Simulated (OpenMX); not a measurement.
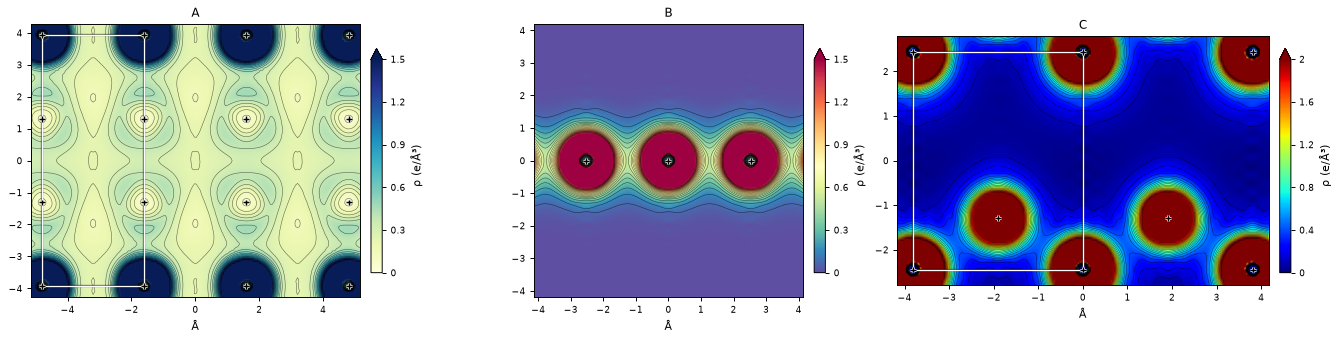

The valence electron density of 3 systems, each on a plane through atoms (crosses mark nuclei in the plane).

These are results of Kohn-Sham DFT of a periodic cell, PBE, OpenMX 2013 PBE set (OpenMX), not measurements.

System 1: Pt, the (010) plane of the calculation cell, a cut from vacuum to vacuum. 

```yaml
crystal:
  lattice:
    - [2.52308, 0.00000, 0.00000]
    - [0.00000, 2.52308, 0.00000]
    - [0.00000, 0.00000, 23.80000]
  atoms:
    - { symbol: Pt, position: [0.00000, 0.00000, 0.29412] }
```

System 2: Si₂Mo, the (100) plane of the conventional cell. Space group I4/mmm.

```
Mo Si
1.0
     3.20000    0.00000    0.00000
     0.00000    3.20000    0.00000
     0.00000    0.00000    7.86100
Mo Si
2 4
Direct
  0.00000 0.00000 0.00000
  0.50000 0.50000 0.50000
  0.00000 0.00000 0.66700
  0.50000 0.50000 0.16700
  0.00000 0.00000 0.33300
  0.50000 0.50000 0.83300
```

System 3: SnO, the (010) plane of the conventional cell. Space group P4/nmm; a structure from a database of computed crystals, not necessarily the ambient phase; not relaxed (largest force 0.9 eV/Å); computed pressure about 7 GPa in this cell.

```yaml
crystal:
  lattice:
    - [3.81370, 0.00000, 0.00000]
    - [0.00000, 3.81370, 0.00000]
    - [0.00000, 0.00000, 4.88691]
  atoms:
    - { symbol: Sn, position: [0.50000, 0.00000, 0.76463] }
    - { symbol: Sn, position: [0.00000, 0.50000, 0.23537] }
    - { symbol: O, position: [0.00000, 0.00000, 0.00000] }
    - { symbol: O, position: [0.50000, 0.50000, 0.00000] }
```

Question: Which map belongs to which system?

Answer: Panel A is system 2, Si₂Mo: the plane holds Mo and Si. Si–Mo (2.62 Å): ρ at the midpoint is about 0.39 e/Å³. Panel B is system 1, Pt: the plane holds Pt. Pt–Pt (2.52 Å): ρ at the midpoint is about 0.51 e/Å³. Panel C is system 3, SnO: the plane holds Sn and O. Sn–O (2.23 Å): ρ at the midpoint is about 0.44 e/Å³.
